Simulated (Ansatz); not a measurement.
**Geometry relaxation, with input and output: Mo13S24 (charge +2) (part 1 of 3)**

- system: Mo13S24 (defect cell, 37 atoms in the cell, total charge +2)
- method: DFT PBE+D3(BJ), scalar-relativistic, plane waves, PAW, spin-polarised (Ansatz 0.2.0)

The structure derives from a Materials Project entry. It belongs to a series of runs on one base structure; here: Mo interstitial, charge +2, atoms relaxed at the host's cell, started again with a moment of 4 μB. Figures and captions count atoms from 1; the log counts them from 0 in places.

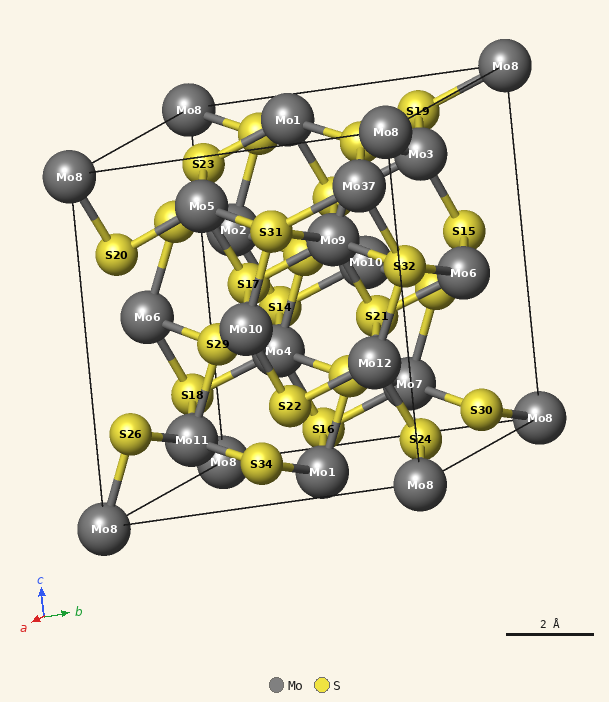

The structure as given in the input (ball-and-stick view of the cell of the calculation, seen slightly off an axis; atoms are numbered from 1 in the order of the input). An atom can appear more than once, as a periodic image.

Summary

- outcome: converged
- electrons treated: 324
- free energy: −86143.1796 eV
- Fermi energy: 10.716 eV
- gap on the k-point mesh: 0.13 eV
- net moment of the cell: 2.00 μB
- integrated absolute moment: 2.25 μB
- final volume: 685.00 Å³
- largest force (length of the vector) at the end: 0.027 eV/Å
- hardware: 4 threads of Intel Xeon (Sapphire Rapids), 32 GiB of memory available, shared host
- wall time: 44 s (CPU time 2.7 min)
- peak memory: 2.8 GiB

Remarks

The cell is charged and computed with a neutralising background, so its energy and pressure depend on the cell and aren't those of a real crystal.

The input
```yaml
crystal:
  lattice:
    - [3.1494702786, 5.4550425393, -6.6451646516]
    - [3.1494702785, -5.4550425393, -6.6451646516]
    - [-6.298940557, 1.0e-10, -6.6451646516]
  atoms:
    - { symbol: Mo, position: [0.5024014577, 0.5002020297, 0.0006870362] }
    - { symbol: Mo, position: [0.166464637, 0.164265209, 0.6659796305] }
    - { symbol: Mo, position: [0.3333333333, 0.8380067303, 0.8286599364] }
    - { symbol: Mo, position: [0.3333333333, 0.3333333333, 0.3333333333] }
    - { symbol: Mo, position: [0.8286599364, 0.3333333333, 0.8380067303] }
    - { symbol: Mo, position: [0.5002020297, 1.0006870362, 0.5024014577] }
    - { symbol: Mo, position: [0.164265209, 0.6659796305, 0.166464637] }
    - { symbol: Mo, position: [-0.0041745272, 0.9958254728, -0.0041745272] }
    - { symbol: Mo, position: [0.6708411939, 0.6708411939, 0.6708411939] }
    - { symbol: Mo, position: [0.0006870362, 0.5024014577, 0.5002020297] }
    - { symbol: Mo, position: [0.6659796305, 0.166464637, 0.164265209] }
    - { symbol: Mo, position: [0.8380067303, 0.8286599364, 0.3333333333] }
    - { symbol: S, position: [0.4276797556, 0.5912633063, 0.7537862588] }
    - { symbol: S, position: [0.0871415372, 0.2566272743, 0.4209155762] }
    - { symbol: S, position: [0.2566632908, 0.9204407876, 0.5846089716] }
    - { symbol: S, position: [0.2566272743, 0.4209155762, 0.0871415372] }
    - { symbol: S, position: [0.7537862588, 0.4276797556, 0.5912633063] }
    - { symbol: S, position: [0.4209155762, 0.0871415372, 0.2566272743] }
    - { symbol: S, position: [0.0875532165, 0.7478889691, 0.9143838645] }
    - { symbol: S, position: [0.9143838645, 0.0875532165, 0.7478889691] }
    - { symbol: S, position: [0.5912633063, 0.7537862588, 0.4276797556] }
    - { symbol: S, position: [0.9204407876, 0.5846089716, 0.2566632908] }
    - { symbol: S, position: [0.5846089716, 0.2566632908, 0.9204407876] }
    - { symbol: S, position: [0.7478889691, 0.9143838645, 0.0875532165] }
    - { symbol: S, position: [0.2457510905, 0.4100393924, 0.5795251295] }
    - { symbol: S, position: [0.9128804078, 0.0754033604, 0.2389869111] }
    - { symbol: S, position: [0.0820576951, 0.746225879, 0.4100033759] }
    - { symbol: S, position: [0.0754033604, 0.2389869111, 0.9128804078] }
    - { symbol: S, position: [0.5795251295, 0.2457510905, 0.4100393924] }
    - { symbol: S, position: [0.2389869111, 0.9128804078, 0.0754033604] }
    - { symbol: S, position: [0.9187776976, 0.5791134502, 0.7522828022] }
    - { symbol: S, position: [0.7522828022, 0.9187776976, 0.5791134502] }
    - { symbol: S, position: [0.4100393924, 0.5795251295, 0.2457510905] }
    - { symbol: S, position: [0.746225879, 0.4100033759, 0.0820576951] }
    - { symbol: S, position: [0.4100033759, 0.0820576951, 0.746225879] }
    - { symbol: S, position: [0.5791134502, 0.7522828022, 0.9187776976] }
    - { symbol: Mo, position: [0.8333333333, 0.8333333333, 0.8333333333], spin: 4.0 }
  host:
    lattice:
      - [3.1494702785, 0.0, 0.0]
      - [-1.5747351392, 2.7275212697, 0.0]
      - [0.0, 0.0, 6.6451646516]
    atoms:
      - { symbol: Mo, position: [0.0, 0.0, 0.0] }
      - { symbol: S, position: [0.3333333333, 0.6666666667, 0.2357795151] }
      - { symbol: S, position: [0.3333333333, 0.6666666667, 0.7642204849] }
total_charge: 2
basis:
  ecutwfc: 420
  xc_grid: 2
kpoints:
  mp_grid: { grid: [2, 2, 2], shift: [0.5, 0.5, 0.5] }
hamiltonian:
  xc: pbe
  dispersion: d3bj
scf:
  occupations: { method: gaussian, width: 0.01 }
output:
  forces: true
  stress: false
  eigenvalues: true
  populations: true
  charged_corrections:
    defect_position: [0.83333333, 0.83333333, 0.83333333]
    epsilon: [[14.1225, 0.0, 0.0], [0.0, 14.1225, 0.0], [0.0, 0.0, 4.6983]]
  write_density: true
  write_potential: true
  elf: true
  volumetric_format: npy
magnetization:
  spin_polarized: true
relax:
  adjacent_minimum: "off"
  f_tol: 0.025
  max_steps: 45
```

Run as:
```bash
ansatz run input.yaml --threads 4 --pin off --max-ram 10240MiB --backend cpu --events-out ev --progress --plain --runs-dir out
```

Log
```
Engine: ansatz 0.2.0, x86_64-unknown-linux-gnu
Pseudopotentials: kind: paw
Pseudopotential: Mo, paw, valence charge 14, recommended cutoff 420 eV (normal), Mo.paw.azcp
Pseudopotential: S, paw, valence charge 6, recommended cutoff 420 eV (normal), S.paw.azcp
Functional definition: PBE
  parameter kappa = 0.804
  parameter beta = 0.06672455060314922
  exchange = pbe_x(kappa = kappa, mu = beta*pi^2/3)
  correlation = pbe_c(beta = beta)
Crystal: 37 atoms, lattice volume = 685.003 Å³
Basis set: ecut = 420 eV, 13397 PW (Γ), exchange–correlation on 128×128×128 points (8 copies of the dense FFT grid, shifted against one another)
Bands: 201, of which v1, the nominal top of the filled ones, is band 162 counted from 1 (161 counted from 0)
Symmetry: 6 space group operations
Space group: R32 (ITA 155), of the structure as read, at distance tolerance 8.8e-5 Å
Magnetic group: BNS 155.45 (UNI 1275), of the structure as read, at distance tolerance 8.8e-5 Å
k-points: 2 of 8
Non-local potential: Mo, projectors of the file, l = 0: 3, l = 1: 2, l = 2: 2, l = 3: 1
Non-local potential: S, projectors of the file, l = 0: 2, l = 1: 2, l = 2: 2
PAW form: soft (Blöchl's): semilocal exchange-correlation on the pseudo side does not see the compensation charge
PAW one-centre angular grid: Mo, 590 points (default); XC on 64 Gauss nodes
PAW one-centre angular grid: S, 110 points (default); XC on 64 Gauss nodes
Initial density: superposition of atomic densities (chi_scale 0.1, normalization cell)
Starting moments: Σ|m| = 4 μB on 1 of 37 sites
Initial wavefunctions: pseudopotential atomic-orbital guess
Functional: x = pbe(κ = 0.804, μ = 0.2195149727645171), c = pbe(β = 0.06672455060314922)
SCF iter   1: F=—  HF=-86154.708823 eV  |F-HF|=—  |Δ(HF+E_count)|=         —  Δρ=3.65e-2 (↑3.65e-2 ↓3.65e-2)  dr2=4.78e1  dr2_m=2.47e-1  M=4.000 μB ∫|m|=4.118 μB  β_m=0.30  ethr=3.10e-3  ⟨swp⟩=7.2  Hψ=3369  notcnv=0  defer=35
Mixer restart at iter 1: flushing history
preconditioner: auto → Resta (q_TF=auto, 2.408 Å⁻¹)  ε∞=7.4  [insulator: Δε(μ)=0.175 eV  Ē_g=8.299 eV  σ=0.010 eV  W_gap=1.00  n_scr=160 (ndim 8)  ℏωp=21.0 eV  f_vac=0.044  D(μ)=0.00/eV (n_scr^D=0)  ε∞_Penn≈7.4]
spin=Collinear: Resta preconditioning applied to the charge; magnetization (m = ρ↑ − ρ↓) channel mixes plain (no charge-response kernel on spin).
SCF iter   2: F=—  HF=-86146.292305 eV  |F-HF|=—  |Δ(HF+E_count)|=    8.42e0  Δρ=1.98e-2 (↑1.98e-2 ↓1.94e-2)  dr2=1.35e1  dr2_m=1.37e-1  M=4.000 μB ∫|m|=4.133 μB  β_m=0.42  ethr=3.10e-3  ⟨swp⟩=2.8  Hψ=1286  notcnv=0  defer=133
SCF iter   3: F=—  HF=-86143.502337 eV  |F-HF|=—  |Δ(HF+E_count)|=    2.79e0  Δρ=8.80e-3 (↑8.80e-3 ↓8.78e-3)  dr2=3.33e0  dr2_m=3.66e-2  M=3.801 μB ∫|m|=3.956 μB  β_m=0.66  ethr=3.10e-3  ⟨swp⟩=2.2  Hψ=1175  notcnv=0  defer=133
SCF iter   4: F=—  HF=-86142.915160 eV  |F-HF|=—  |Δ(HF+E_count)|=   5.87e-1  Δρ=3.00e-3 (↑3.00e-3 ↓3.00e-3)  dr2=2.07e-1  dr2_m=2.80e-2  M=3.123 μB ∫|m|=3.389 μB  β_m=0.81  ethr=1.03e-3  ⟨swp⟩=2.2  Hψ=1242  notcnv=0  defer=133
SCF iter   5: F=—  HF=-86143.165548 eV  |F-HF|=—  |Δ(HF+E_count)|=         —  Δρ=4.81e-3 (↑4.69e-3 ↓4.81e-3)  dr2=2.22e-1  dr2_m=1.14e-1  M=2.000 μB ∫|m|=2.435 μB  β_m=0.81  ethr=6.39e-5  ⟨swp⟩=2.8  Hψ=1448  notcnv=0  defer=133
Mixer restart at iter 5: flushing history
SCF iter   6: F=—  HF=-86143.220553 eV  |F-HF|=—  |Δ(HF+E_count)|=   5.50e-2  Δρ=2.98e-3 (↑2.98e-3 ↓2.98e-3)  dr2=4.99e-1  dr2_m=1.26e-2  M=2.000 μB ∫|m|=2.324 μB  β_m=0.73  ethr=6.39e-5  ⟨swp⟩=3.0  Hψ=1476  notcnv=0  defer=133
SCF iter   7: F=—  HF=-86143.193697 eV  |F-HF|=—  |Δ(HF+E_count)|=   2.69e-2  Δρ=2.01e-3 (↑2.01e-3 ↓1.97e-3)  dr2=2.17e-1  dr2_m=6.23e-3  M=2.000 μB ∫|m|=2.299 μB  β_m=0.64  ethr=6.39e-5  ⟨swp⟩=2.8  Hψ=1546  notcnv=0  defer=133
SCF iter   8: F=—  HF=-86143.180579 eV  |F-HF|=—  |Δ(HF+E_count)|=   1.31e-2  Δρ=8.90e-4 (↑8.90e-4 ↓8.49e-4)  dr2=4.20e-2  dr2_m=1.34e-3  M=2.000 μB ∫|m|=2.270 μB  β_m=0.65  ethr=6.39e-5  ⟨swp⟩=2.0  Hψ=827  notcnv=0  defer=133
SCF iter   9: F=—  HF=-86143.178667 eV  |F-HF|=—  |Δ(HF+E_count)|=   1.91e-3  Δρ=2.52e-4 (↑2.52e-4 ↓2.52e-4)  dr2=3.58e-3  dr2_m=7.89e-5  M=2.000 μB ∫|m|=2.251 μB  β_m=0.66  ethr=1.29e-5  ⟨swp⟩=2.5  Hψ=1025  notcnv=0  defer=133
SCF iter  10: F=—  HF=-86143.179513 eV  |F-HF|=—  |Δ(HF+E_count)|=   8.46e-4  Δρ=1.33e-4 (↑1.33e-4 ↓1.25e-4)  dr2=1.21e-3  dr2_m=8.83e-7  M=2.000 μB ∫|m|=2.241 μB  β_m=0.54  ethr=1.11e-6  ⟨swp⟩=2.8  Hψ=1199  notcnv=0  defer=132
SCF iter  11: F=—  HF=-86143.179546 eV  |F-HF|=—  |Δ(HF+E_count)|=   3.28e-5  Δρ=4.82e-5 (↑4.82e-5 ↓4.51e-5)  dr2=7.93e-5  dr2_m=4.84e-6  M=2.000 μB ∫|m|=2.238 μB  β_m=0.72  ethr=3.73e-7  ⟨swp⟩=2.0  Hψ=997  notcnv=0  defer=132
SCF iter  12: F=—  HF=-86143.179635 eV  |F-HF|=—  |Δ(HF+E_count)|=   8.93e-5  Δρ=3.10e-5 (↑3.00e-5 ↓3.10e-5)  dr2=5.87e-5  dr2_m=6.33e-7  M=2.000 μB ∫|m|=2.239 μB  β_m=0.61  ethr=2.45e-8  ⟨swp⟩=3.0  Hψ=1362  notcnv=0  defer=132
SCF iter  13: F=—  HF=-86143.179636 eV  |F-HF|=—  |Δ(HF+E_count)|=   1.05e-6  Δρ=1.66e-5 (↑1.61e-5 ↓1.66e-5)  dr2=1.58e-5  dr2_m=2.66e-7  M=2.000 μB ∫|m|=2.240 μB  β_m=0.59  ethr=1.81e-8  ⟨swp⟩=2.0  Hψ=1110  notcnv=0  defer=132
SCF iter  14: F=-86143.179637 eV  HF=-86143.179637 eV  |F-HF|=2.63e-7  |Δ(HF+E_count)|=   3.64e-7  Δρ=5.13e-6 (↑5.13e-6 ↓5.04e-6)  dr2=7.38e-7  dr2_m=7.16e-8  M=2.000 μB ∫|m|=2.240 μB  ethr=4.82e-9  ⟨swp⟩=18.2  Hψ=7082  notcnv=0
SCF 1 converged in 14 iterations: F = -86143.179637 eV  dr2 = 7.38e-7
  greatest PAW one-centre occupation: 0.998 electrons in one spin orbital (limit 2), on the Mo atom at site 36 (counted from 0), in its partial waves of l = 0
relax step   1: F+E_penalty+E_count = -86143.17963680 eV  Δ(F+E_penalty+E_count) = +0.000e0 eV  max|allowed force component| = 2.407e-2 eV/Å  Δτ_max = 0.0000 Å  (14 SCF iters, dr2 threshold 1.56e-5 eV, accepted)
Initial density: handed on by an earlier stage of this run
Starting moments: Σ|m| = 4 μB on 1 of 37 sites; this step starts from the density that it was given
Initial wavefunctions: those handed on with the density
iter 1 solved again at ethr=1.36e-10 eV; its pass at ethr=3.10e-3 eV (dr2=4.41e-7 eV) is discarded
SCF iter   1: F=—  HF=-86143.179636 eV  |F-HF|=—  |Δ(HF+E_count)|=         —  Δρ=5.51e-6 (↑5.51e-6 ↓4.58e-6)  dr2=4.43e-7  dr2_m=8.41e-8  M=2.000 μB ∫|m|=2.240 μB  β_m=0.65  ethr=1.36e-10  ⟨swp⟩=1.0  Hψ=1888  notcnv=0
preconditioner: auto → Resta (q_TF=auto, 2.408 Å⁻¹)  ε∞=8.6  [insulator: Δε(μ)=0.128 eV  Ē_g=7.658 eV  σ=0.010 eV  W_gap=1.00  n_scr=160 (ndim 8)  ℏωp=21.0 eV  f_vac=0.078  D(μ)=0.00/eV (n_scr^D=0)  ε∞_Penn≈8.6]
spin=Collinear: Resta preconditioning applied to the charge; magnetization (m = ρ↑ − ρ↓) channel mixes plain (no charge-response kernel on spin).
SCF iter   2: F=—  HF=-86143.179637 eV  |F-HF|=—  |Δ(HF+E_count)|=   4.83e-7  Δρ=3.02e-6 (↑3.00e-6 ↓3.02e-6)  dr2=2.63e-7  dr2_m=2.48e-8  M=2.000 μB ∫|m|=2.240 μB  β_m=0.65  ethr=1.36e-10  ⟨swp⟩=2.0  Hψ=1199  notcnv=0
SCF iter   3: F=—  HF=-86143.179637 eV  |F-HF|=—  |Δ(HF+E_count)|=   1.97e-7  Δρ=2.20e-6 (↑2.20e-6 ↓2.18e-6)  dr2=2.40e-7  dr2_m=7.77e-9  M=2.000 μB ∫|m|=2.240 μB  β_m=0.70  ethr=8.11e-11  ⟨swp⟩=2.0  Hψ=1145  notcnv=0
SCF iter   4: F=—  HF=-86143.179637 eV  |F-HF|=—  |Δ(HF+E_count)|=   1.18e-7  Δρ=6.07e-7 (↑6.07e-7 ↓5.65e-7)  dr2=2.11e-8  dr2_m=3.43e-10  M=2.000 μB ∫|m|=2.240 μB  β_m=0.85  ethr=7.40e-11  ⟨swp⟩=2.0  Hψ=1225  notcnv=0
SCF iter   5: F=-86143.179637 eV  HF=-86143.179637 eV  |F-HF|=5.49e-8  |Δ(HF+E_count)|=   1.16e-8  Δρ=9.11e-7 (↑9.11e-7 ↓8.64e-7)  dr2=6.04e-8  dr2_m=1.15e-10  M=2.000 μB ∫|m|=2.240 μB  ethr=6.51e-12  ⟨swp⟩=6.2  Hψ=4963  notcnv=0
SCF 2 converged in 5 iterations: F = -86143.179637 eV  dr2 = 6.04e-8
relax step   2: F+E_penalty+E_count = -86143.17963723 eV  Δ(F+E_penalty+E_count) = -4.294e-7 eV  max|allowed force component| = 2.408e-2 eV/Å  Δτ_max = 0.0000 Å  (5 SCF iters, accepted)
```

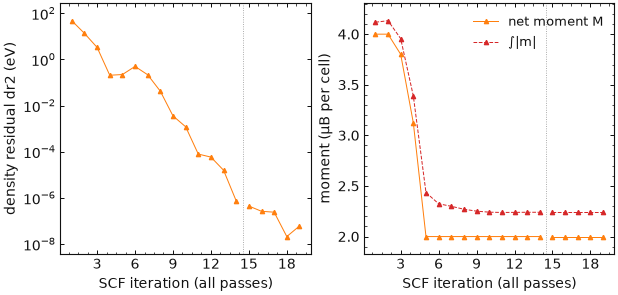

Convergence of the self-consistent field: density residual dr2 and magnetic moment against the SCF iteration. The dotted lines part the SCF passes of the relaxation: geometry steps, rejected trials and re-solves on a re-selected basis. The passes take 14 and 5 iterations. The net moment goes from 4.0 to 2.0 μB per cell.

```
SCF converged after 5 iterations
Magnetization: 2.0000 μB (163.0000 up, 161.0000 down)
Absolute magnetization: 2.2477 μB (∫|ρ↑−ρ↓|, with the PAW one-centre terms)
Spin contamination: 0.0620 ħ² per cell (⟨S²⟩ above its minimum at these occupations)
Per-site moments (μB) at R_I (Å): [(0.015851633268913593, 0.9878192232528975), (0.01585163326891347, 0.9878192232528973), (0.012235100842427125, 0.9830954861183202), (0.008229817868549979, 0.9900512456053633), (0.012235100842427255, 0.9830954861183208), (0.01585163326891337, 0.9878192232528971), (0.01585163326891337, 0.9878192232528971), (-0.0072774267978260735, 0.9851531964803403), (-0.007277426797825954, 0.9851531964803395), (0.015851633268913475, 0.9878192232528967), (0.015851633268913465, 0.9878192232528975), (0.01223510084242727, 0.9830954861183199), (0.0010850622708967427, 0.98515319648034), (0.0036671551649612097, 0.990051245605364), (-0.0006653973948111621, 0.9830954861183211), (0.0036671551649610362, 0.9900512456053633), (0.0010850622708965948, 0.9851531964803406), (0.0036671551649610453, 0.9900512456053633), (0.014597777240340051, 1.004297410060528), (0.014597777240339891, 1.0042974100605278), (0.001085062270896851, 0.9851531964803395), (-0.0006653973948110017, 0.9830954861183211), (-0.000665397394810922, 0.9830954861183215), (0.014597777240339702, 1.0042974100605278), (0.003667155164960951, 0.9900512456053642), (0.0010850622708966238, 0.9851531964803403), (-0.0006653973948110153, 0.9830954861183199), (0.0010850622708967886, 0.9851531964803406), (0.003667155164961069, 0.990051245605364), (0.0010850622708965907, 0.9851531964803412), (0.014597777240339834, 1.0042974100605282), (0.014597777240339692, 1.0042974100605269), (0.0036671551649610067, 0.990051245605364), (-0.0006653973948110992, 0.9830954861183208), (-0.0006653973948111721, 0.9830954861183202), (0.014597777240339928, 1.0042974100605284), (1.139302745988441, 1.0262603738167364)]
Free energy (F): -86143.179637 eV
Harris-Foulkes:  -86143.179637 eV  (|F-HF|=5.49e-8)
Internal energy: -86143.179637 eV  (E = F + TS)
E sigma→0 (E₀):  -86143.179637 eV
Fermi energy:    10.715590 eV
--- Per-component energies (eV) ---
  E_band       = -2231.903296
  E_kinetic    = 8284.970684
  E_local      = -27783.718449  (includes V_loc(G=0)·N_el)
  E_nonlocal   = 2528.374147
  E_hartree    = 10892.106176
  E_xc         = -4705.988138
  E_vxc        = -5063.805993  (∫ρ·V_xc dr)
  E_paw        = -56017.784902  (= ΣΔE_a)
  E_vpaw       = -1981.947441  (= ΣTr[D̂ρ^β])
  E_aug_tail   = 0.000551  (compensation charges beyond the density's cutoff)
  E_ewald      = -19325.807531
  E_disp       = -15.332176  (pairwise vdW)
  E_smearing   = -0.000000  (= −TS)
  E_closure    = -0.000000  (closes the sum)
  E_deformation_potential = 33.306177  (in the stress; not in F)
  Σ components = -86143.179637   (vs F -86143.179637, Δ=0.00e0)
```
